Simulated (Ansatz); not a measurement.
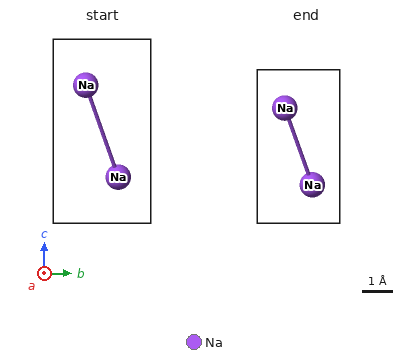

The structure of solid Na (set up in P6_3/mmc) before (left) and after (right) a relaxation, at one scale.

A ball-and-stick model of the cell of the calculation, seen along the a axis.

The run lets cell and atoms move.

All numbers below come from Ansatz 0.2.0, Kohn-Sham DFT of a periodic cell, r2SCAN, Ansatz PAW.

Input file:
```yaml
crystal:
  lattice:
    - [3.767, 0.0, 0.0]
    - [-1.8835, 3.2623176961, 0.0]
    - [0.0, 0.0, 6.154]
  atoms:
    - { symbol: Na, position: [0.6666666667, 0.3333333333, 0.75] }
    - { symbol: Na, position: [0.3333333333, 0.6666666667, 0.25] }
hamiltonian:
  xc: r2scan
  pseudopotentials: { kind: paw }
kpoints:
  mp_grid: { grid: [8, 8, 5] }
scf:
  occupations: { method: fermi_dirac, width: 0.05 }
output:
  forces: true
  stress: true
  eigenvalues: true
  write_density: true
  write_potential: true
  elf: true
  volumetric_format: npy
relax:
  f_tol: 0.01
  max_steps: 40
  cell: { stress_tol: 0.05, p_target: 10.0 }
```

Command:
```bash
ansatz run input.yaml --threads 2 --pin off --max-ram 5632MiB --backend cpu --events-out ev --progress --plain --runs-dir out
```

**Summarise the run.**

No atom moves by more than 0.005 Å relative to the cell. The volume changes by −40.2 %, with a = b 3.767 → 3.191 Å (−15.3 %), c 6.154 → 5.132 Å (−16.6 %). Some distances before and after: Na–Na 3.768 → 3.159 Å, Na–Na 3.767 → 3.191 Å. The space group stays P6_3/mmc (No. 194). After 6 accepted moves (7 points after the start) the energy has risen by 0.629 eV per cell of the calculation. With the target pressure of 10 GPa, the enthalpy E + pV changes by −1.267 eV per cell of the calculation. All forces vanish by symmetry, so only the cell relaxes. The pressure goes from −0.01 to 10.00 GPa. The SCF was repeated once at an unchanged geometry on a basis and grid sized afresh for the cell, which shifted the energy by 1.3 meV per cell of the calculation at most. The run took 19 s on 2 threads of Arm Neoverse V1, with other jobs on the host, peak memory 0.49 GiB.
